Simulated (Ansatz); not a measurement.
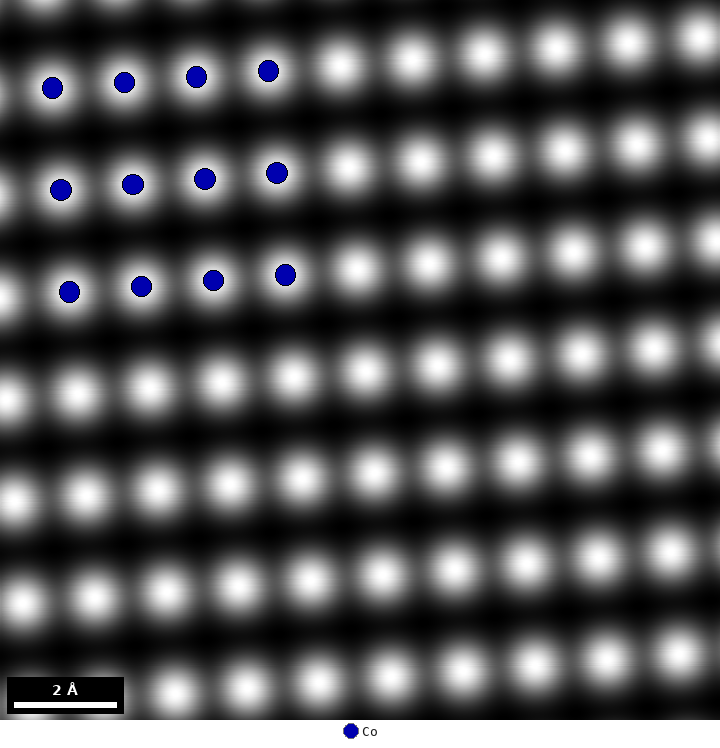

Z-contrast image of Co (Im-3m, No. 229) along [110]. Simulated incoherent Z contrast: every atom adds Z^1.7 spread by a probe of 0.82 Å full width; channelling and multiple scattering are left out. The probe carries 25 % of its weight in a tail 2.5 times as wide. The display is stretched by a gamma of 0.8; percentages refer to the linear signal. A slight drift was added. Model: the input geometry of an electronic-structure calculation (not necessarily at equilibrium); the starting structure was generated, so it need not be a known form of this composition.

Coloured dots in one corner mark the columns of the model.

**What can be read from this image?**

The columns repeat on a rectangular net of 1.40 × 1.99 Å (plane group p2mm). All columns are alike (Co). The shortest distance between visible columns is 1.40 Å in projection. Along the beam the structure repeats every 3.97 Å.
